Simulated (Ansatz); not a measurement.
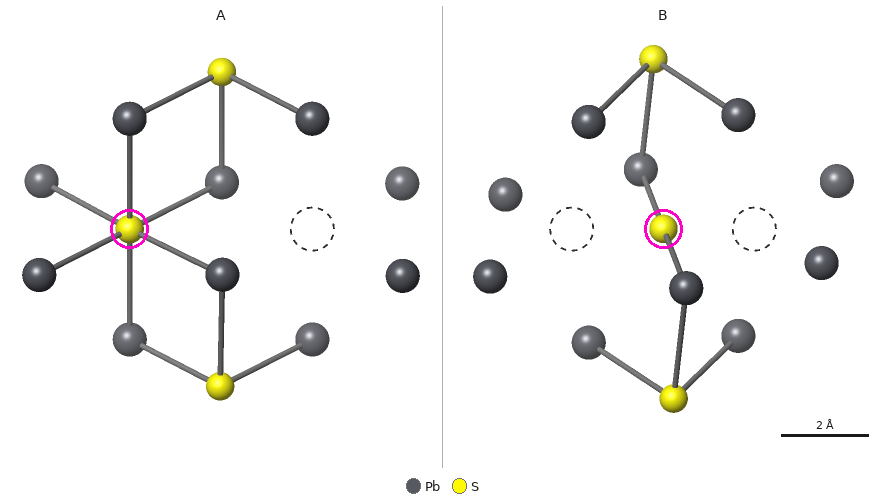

A vacancy jump of sulfur in PbS (Fm-3m phase), in a neutral cell with 15 atoms, whose images lie 5.9 Å apart. One frame is the relaxed vacancy; in the other the neighbouring S atom (ringed) was set half-way along its jump of 4.20 Å and all atoms were relaxed in the symmetry of that start. Dashed circles mark empty sites. A ball-and-stick model of the slice 3.8 Å thick through the jump, out to 5.3 Å from its middle, seen across the jump.

Level of theory: DFT PBE+D3(BJ), scalar-relativistic, plane waves, PAW in Ansatz. Set-up: plane-wave cutoff 420 eV; k-point mesh 4 × 4 × 2; occupations gaussian; smearing width 0.05 eV; no spin polarisation; atoms relaxed in a fixed cell; force threshold 0.02 eV/Å.

> What does the half-way point cost?

Frame B is the half-way start after relaxation. It lies 1.09 eV above the relaxed vacancy. The atom stays half-way, on the straight line. The symmetry of the start was kept and can hold it there, so for a path with one hump at the middle this is the barrier or an upper bound to it. There it has 2 Pb as nearest neighbours, the closest at 2.72 Å. Both cells are metallic on the mesh.

Limits of the set-up: the periodic images lie only 5.9 Å apart, so the values are limited by the cell's size.
